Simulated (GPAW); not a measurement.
System: rocksalt NaCl, space group Fm-3m (No. 225), 2 atoms in the primitive cell. Cell and atoms are relaxed at each pressure; at 0 GPa, cubic a = 5.605 Å. Method: PBEsol, PAW data sets generated in the run's folder for this functional, no spin polarisation, no spin-orbit coupling, 8×8×8 k mesh, 800 eV cutoff (GPAW 26.7.0).

At 0 GPa the lowest conduction levels at the points plotted lie 5.01 eV (Γ), 7.10 eV (L) and 8.11 eV (K) above the valence top at Γ.

### How does each level move from 0 GPa to 10 GPa?

Γ rises by 1.00 eV, L rises by 0.31 eV and K rises by 0.18 eV. Straight lines through the points have slopes of +98 at Γ, +30 at L and +16 at K (meV per GPa). The points bend away from straight lines by up to 0.04 eV, so these are means over the range. The lowest is the one at Γ, over the whole range, so among these points the gap stays direct.

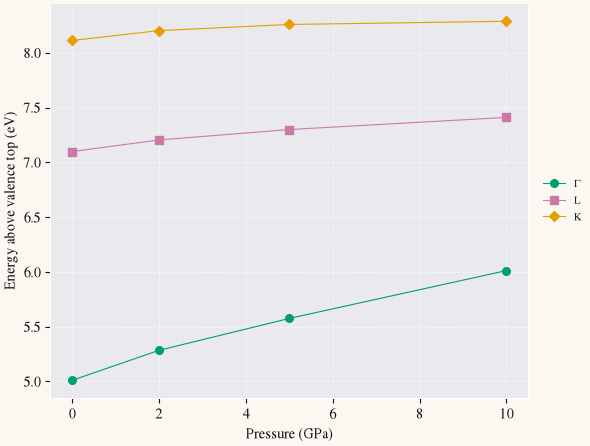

Lowest conduction level at each named k point, counted from the valence-band top at Γ.

```csv
pressure,Γ (eV),L (eV),K (eV),volume (Å³/atom)
0 GPa,5.01,7.10,8.11,22.01
2 GPa,5.28,7.20,8.20,20.54
5 GPa,5.57,7.30,8.26,19.23
10 GPa,6.01,7.41,8.29,17.61
```

Later steps reuse the first step's grids. LDA, GGA and most meta-GGA functionals understate gaps. The cell is a database's computed one. X is left out: the lowest level there has a kink along the series, as when two levels cross.
